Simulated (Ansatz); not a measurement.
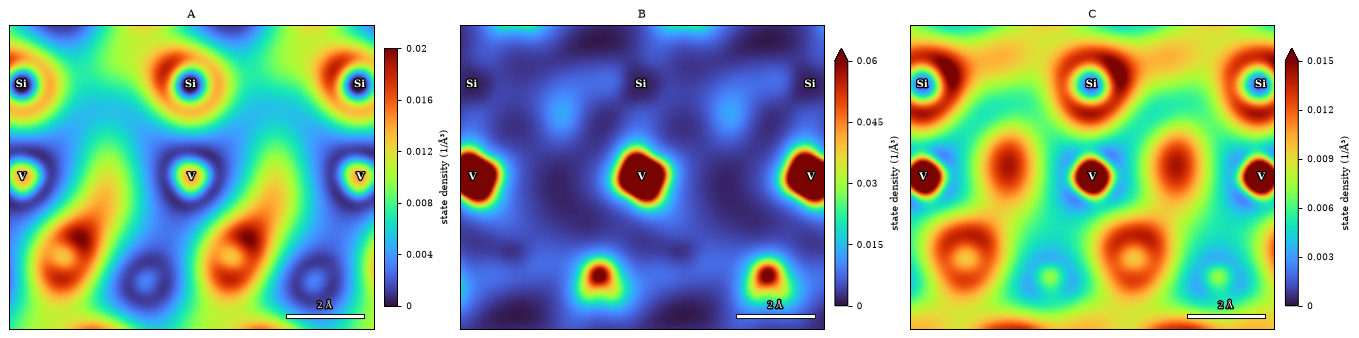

VSi$_{2}$: densities of the states in three energy windows, on the (011) plane of the conventional cell.

Space group P6_222; the calculation finds a residual pressure of about 4 GPa at this fixed cell; computed without spin polarisation. The cell comes from a database of computed structures, not from a measurement.

Theory: DFT PBE, scalar-relativistic, plane waves, PAW (Ansatz).

In a PAW calculation such maps are meaningful between the atoms, not at the nuclei.

Question: Match the panels to the energy ranges (zero at the Fermi level): −13.7 to −9.1 eV, −9.1 to −4.6 eV and −1.2 to 0.0 eV.

Answer: Panel A: −13.7 to −9.1 eV, the lower third of the occupied valence band, mainly Si 3s (50 %), Si 3p (35 %) and V 4s (10 %).
Panel B: −1.2 to 0.0 eV, the filled states just under the Fermi level, mainly V 3d (80 %) and Si 3p (20 %).
Panel C: −9.1 to −4.6 eV, the middle third of the occupied valence band, mainly Si 3p (55 %), Si 3s (30 %) and V 3d (15 %).
The characters are Löwdin shares on a minimal set of atomic orbitals. At the bottom of an sp band the diffuse p orbitals of such a set take a share of s-like charge between the atoms, so the p share there is overstated.
